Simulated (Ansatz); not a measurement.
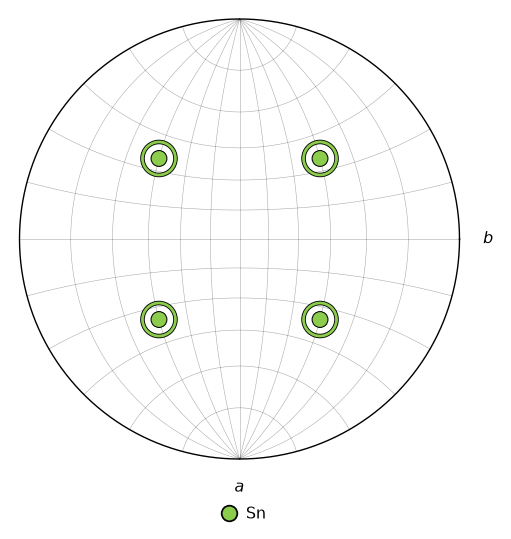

Crystal: Sn, the input geometry of an electronic-structure calculation (not necessarily at equilibrium); the starting structure was generated, so it need not be a known form of this composition. Directions from one tin atom at (0, 0, 0) to its bonded neighbours, in stereographic projection down c (filled: above the plane of the page or in it, open: below). Symmetry computed with spglib at a tolerance of 0.002 Å; standard conventional cell.

Neighbours are counted up to 3.39 Å for Sn.

```cif
data_structure
_symmetry_space_group_name_H-M 'P 1'
_symmetry_Int_Tables_number 1
_cell_length_a 3.7823
_cell_length_b 3.7823
_cell_length_c 3.7823
_cell_angle_alpha 90.000
_cell_angle_beta 90.000
_cell_angle_gamma 90.000
_cell_volume 54.11
loop_
_atom_site_label
_atom_site_type_symbol
_atom_site_fract_x
_atom_site_fract_y
_atom_site_fract_z
_atom_site_occupancy
Sn1 Sn 0.00000 0.00000 0.00000 1
Sn2 Sn 0.50000 0.50000 0.50000 1
```

Q: How many neighbours are there, and at what angles?

A: 8: 8 Sn at 3.28 Å. Angles between bonds: 71° (12×), 109° (12×), 180° (4×).

Q: What is the site's symmetry in the crystal?

A: Point group m-3m (Oh), order 48: three fourfold axes, four threefold axes, six twofold axes, nine mirror planes, an inversion centre. In Im-3m, No. 229 this is Wyckoff position 2a.
